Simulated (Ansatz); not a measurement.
**Geometry relaxation of W3Si (part 2 of 2)**

The same run, continued: W3Si (Im-3m, 4 atoms in the cell); DFT PBEsol, scalar-relativistic, plane waves, PAW, no spin polarisation (Ansatz 0.2.0); cutoff 420 eV, 12×12×12 k-mesh, Gaussian smearing of 0.1 eV. The structure derives from a Materials Project entry.

Geometry of the input (Å; fractional positions):
```
-2.6062  2.6062  2.6062
2.6062  -2.6062  2.6062
2.6062  2.6062  -2.6062
Si 0.0000  0.0000  0.0000
W  0.5000  0.5000  0.0000
W  0.5000  0.0000  0.5000
W  -0.0000  0.5000  0.5000
```

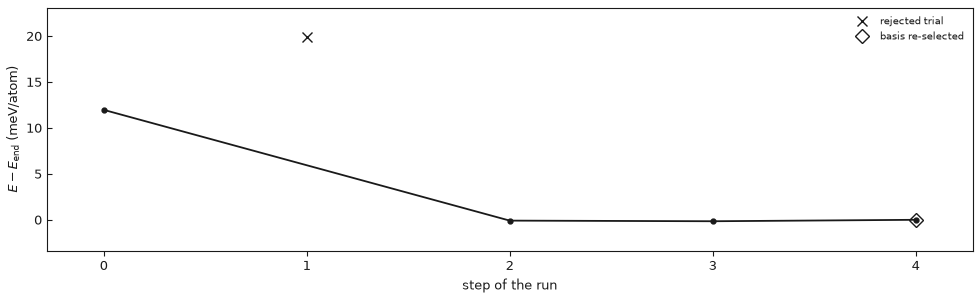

Figure 1. Progress of the relaxation, step by step (the first geometry is step 0 here and step 1 in the log).

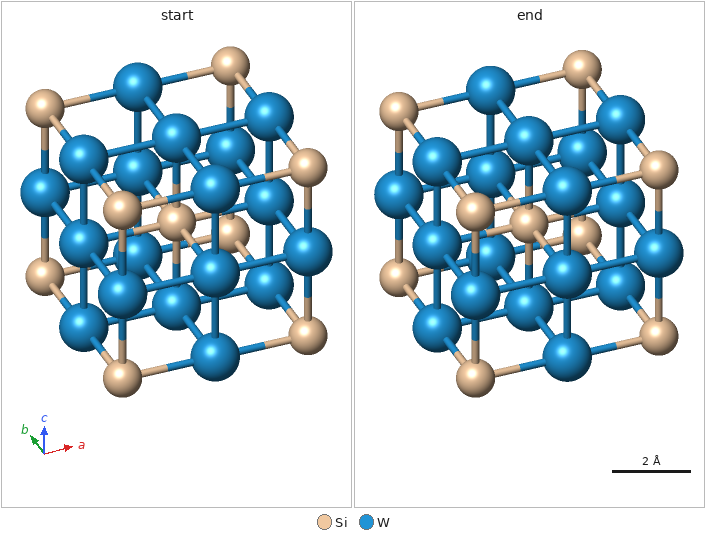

Figure 2. Before (left) and after (right) the relaxation, at one scale (ball-and-stick view of the cell 2 times as large as that of the calculation, set on its symmetry axes, seen at an oblique angle). No atom moves by more than 0.005 Å relative to the cell. Cell: a = b = c 5.212 → 5.154 Å (−1.1 %). Volume −3.3 %. Among the contacts that change: W2–W3 2.606 → 2.577 Å, Si1–W2 2.606 → 2.577 Å. The space group stays Im-3m (No. 229). Over 3 geometry steps the energy falls by 12.1 meV per atom. All forces vanish by symmetry, so only the cell relaxes. Pressure: −6.40 GPa at the start and 0.02 GPa at the end. The line search rejected the trial step at point 1 (counted from 0) and went back. A last SCF at the same geometry on a re-selected plane-wave basis shifts the energy by +0.2 meV per atom. (Atoms are counted from 1 in the order of the input.)

```
basis re-selected at this cell: Δ(F+E_penalty+E_count) = +6.229e-4 eV, ΔP = -0.002 GPa vs the last step (what re-selecting the basis moved, of the pressure what is left beyond the Pulay correction that the steps carried, after the strain that the cell walked since its last selection, with what the two solves' SCF thresholds leave and, on support functions, any second-order correction that the steps lacked; it is no measure of the basis error at this ecutwfc). The dense FFT grid was sized anew with the basis: this SCF ran on 30×30×30 points, the steps before it on 32×32×32, so part of this shift can come from that change (see relax.cell in the input reference). This SCF's stress stands 2.43e-2 GPa from its target on what of the cell is left free (relax.cell.stress_tol is 5.00e-2 GPa) and its largest allowed force component is 1.32e-29 eV/Å (relax.f_tol is 5.00e-3 eV/Å): within both
SCF converged after 6 iterations
Free energy (F): -31385.729520 eV
Harris-Foulkes:  -31385.729520 eV  (|F-HF|=1.09e-11)
Internal energy: -31385.703824 eV  (E = F + TS)
E sigma→0 (E₀):  -31385.716672 eV
Entropy (-TS):   -0.025695 eV (-6.424 meV/atom)
Fermi energy:    17.218083 eV
--- Per-component energies (eV) ---
  E_band       = -409.062435
  E_kinetic    = 1390.330253
  E_local      = -2623.089968  (includes V_loc(G=0)·N_el)
  E_nonlocal   = 43.309883
  E_hartree    = 962.397422
  E_xc         = -847.418945
  E_vxc        = -759.123947  (∫ρ·V_xc dr)
  E_paw        = -25808.652555  (= ΣΔE_a)
  E_vpaw       = -385.283313  (= ΣTr[D̂ρ^β])
  E_aug_tail   = -0.000186  (compensation charges beyond the density's cutoff)
  E_ewald      = -4503.276666
  E_core_change = 0.696937  (= ΣΔE_core)
  E_smearing   = -0.025695  (= −TS)
  E_closure    = 0.000000  (closes the sum)
  Σ components = -31385.729520   (vs F -31385.729520, Δ=0.00e0)
--- Forces (eV/Å), atoms counted from 1 ---
  atom   1  Si    -0.00000000     0.00000000     0.00000000
  atom   2  W      0.00000000    -0.00000000     0.00000000
  atom   3  W      0.00000000     0.00000000    -0.00000000
  atom   4  W     -0.00000000    -0.00000000     0.00000000
  max |Σ_I F_I| component: 4.42e-29 eV/Å
--- Stress (GPa, compression-positive) ---
        0.024262      -0.000000      -0.000000
        0.000000       0.024262      -0.000000
       -0.000000      -0.000000       0.024262
  P = ⅓ Tr σ = 0.0243 GPa (0.243 kbar)
--- Band table (eV; the first three rows and the last of 72) ---
  k-point 0: bands = ["-56.6434", "-56.4557", "-56.4557", "-21.5205", "-21.5205", "-21.5205", "-20.8955", "-20.8955", "-20.8955", "-20.0333", "-20.0333", "-20.0333", "6.6823", "12.3472", "12.3472", "12.3472", "12.5979", "13.3068", "13.3068", "16.9264", "16.9264", "16.9264", "17.6812", "17.6812", "19.2213", "19.2213", "19.2213", "21.1190"]
  k-point 1: bands = ["-56.6405", "-56.4585", "-56.4558", "-21.5209", "-21.4981", "-21.4968", "-20.8980", "-20.8951", "-20.8940", "-20.0615", "-20.0598", "-20.0339", "6.7762", "12.3622", "12.3836", "12.4312", "12.6384", "13.3456", "13.4012", "16.1630", "16.5770", "16.9139", "18.0253", "18.4403", "19.0807", "19.2400", "19.2850", "20.8115"]
  k-point 2: bands = ["-56.6322", "-56.4668", "-56.4560", "-21.5221", "-21.4321", "-21.4271", "-20.9048", "-20.8938", "-20.8898", "-20.1432", "-20.1373", "-20.0355", "7.0501", "12.3398", "12.4031", "12.6813", "12.8471", "13.4817", "13.6702", "15.2629", "16.1251", "16.8903", "18.4773", "18.6149", "18.6431", "19.4397", "20.0113", "20.0680"]
  k-point 71: bands = ["-56.5789", "-56.5789", "-56.3967", "-21.5646", "-21.5646", "-21.5646", "-20.8545", "-20.8545", "-20.8545", "-20.0396", "-20.0396", "-20.0396", "8.2466", "12.4901", "12.4901", "13.7567", "14.0515", "14.0515", "14.0515", "14.4509", "14.4509", "14.4509", "17.2399", "17.2399", "18.3794", "18.3794", "18.3794", "20.8961"]
--- Relaxed structure (4 steps of the walk, 3 accepted, 1 SCFs on fresh bases) ---
  F+E_penalty+E_count = -31385.72951977 eV   max|allowed force component| = 1.315e-29 eV/Å   (the final SCF, on the basis selected at the relaxed cell)
  cell:  # Å, volume = 68.4703 Å³
    - [-2.5771952866427217, 2.5771952866427217, 2.5771952866427217]
    - [2.5771952866427217, -2.5771952866427217, 2.5771952866427217]
    - [2.5771952866427217, 2.5771952866427217, -2.5771952866427217]
  atoms:
    - { symbol: Si, position: [-1.1551803579759034e-47, -2.523894054850382e-46, -2.702421928355749e-46] }
    - { symbol: W, position: [0.5, 0.5, 2.746143878282459e-35] }
    - { symbol: W, position: [0.5, -1.8144164910054235e-35, 0.5] }
    - { symbol: W, position: [3.9230626832477845e-35, 0.5, 0.5] }
```

Trajectory as extended XYZ (Å, eV, eV/Å), 5 frames, from step=1 to step=5:
```
4
Lattice="-2.6062 2.6062 2.6062 2.6062 -2.6062 2.6062 2.6062 2.6062 -2.6062" Properties=species:S:1:pos:R:3:forces:R:3 step=1 energy=-31385.68165 pressure_GPa=-6.40
Si    0.0000    0.0000    0.0000    0.0000   0.0000   0.0000
W     0.0000    0.0000    2.6062    0.0000   0.0000   0.0000
W     0.0000    2.6062    0.0000    0.0000   0.0000   0.0000
W     2.6062    0.0000    0.0000    0.0000   0.0000   0.0000
4
Lattice="-2.5412 2.5412 2.5412 2.5412 -2.5412 2.5412 2.5412 2.5412 -2.5412" Properties=species:S:1:pos:R:3:forces:R:3 step=2 energy=-31385.64991 pressure_GPa=9.50 accepted=F
Si    0.0000    0.0000    0.0000    0.0000   0.0000   0.0000
W     0.0000    0.0000    2.5412    0.0000   0.0000   0.0000
W     0.0000    2.5412    0.0000    0.0000   0.0000   0.0000
W     2.5412    0.0000    0.0000    0.0000   0.0000   0.0000
4
Lattice="-2.5792 2.5792 2.5792 2.5792 -2.5792 2.5792 2.5792 2.5792 -2.5792" Properties=species:S:1:pos:R:3:forces:R:3 step=3 energy=-31385.72987 pressure_GPa=-0.46
Si    0.0000    0.0000    0.0000    0.0000   0.0000   0.0000
W     0.0000    0.0000    2.5792    0.0000   0.0000   0.0000
W     0.0000    2.5792    0.0000    0.0000   0.0000   0.0000
W     2.5792    0.0000    0.0000    0.0000   0.0000   0.0000
4
Lattice="-2.5772 2.5772 2.5772 2.5772 -2.5772 2.5772 2.5772 2.5772 -2.5772" Properties=species:S:1:pos:R:3:forces:R:3 step=4 energy=-31385.73014 pressure_GPa=0.03
Si    0.0000    0.0000    0.0000    0.0000   0.0000   0.0000
W     0.0000    0.0000    2.5772    0.0000   0.0000   0.0000
W     0.0000    2.5772    0.0000    0.0000   0.0000   0.0000
W     2.5772    0.0000    0.0000    0.0000   0.0000   0.0000
4
Lattice="-2.5772 2.5772 2.5772 2.5772 -2.5772 2.5772 2.5772 2.5772 -2.5772" Properties=species:S:1:pos:R:3:forces:R:3 step=5 energy=-31385.72952 pressure_GPa=0.02
Si    0.0000    0.0000    0.0000    0.0000   0.0000   0.0000
W     0.0000    0.0000    2.5772    0.0000   0.0000   0.0000
W     0.0000    2.5772    0.0000    0.0000   0.0000   0.0000
W     2.5772    0.0000    0.0000    0.0000   0.0000   0.0000
```

Key numbers:

```csv
quantity,value
outcome,converged
space group (tolerance 0.01 Å),Im-3m (229)
electrons treated,46
free energy,−31385.7295 eV
Fermi energy,17.218 eV
gap on the k-point mesh,none (metallic)
pressure,0.02 GPa
final volume,68.47 Å³
largest force (length of the vector) at the end,under 0.001 eV/Å
final cell,"a = 4.464 Å, b = 4.464 Å, c = 4.464 Å, α = 109.47°, β = 109.47°, γ = 109.47°"
hardware,"2 threads of Intel Xeon @ 2.50GHz (Skylake/Cascade Lake), 189 GiB of memory available, shared host"
wall time,42 s (CPU time 79 s)
peak memory,0.46 GiB
```

Notes:

Spin–orbit coupling is left out, which matters for W.
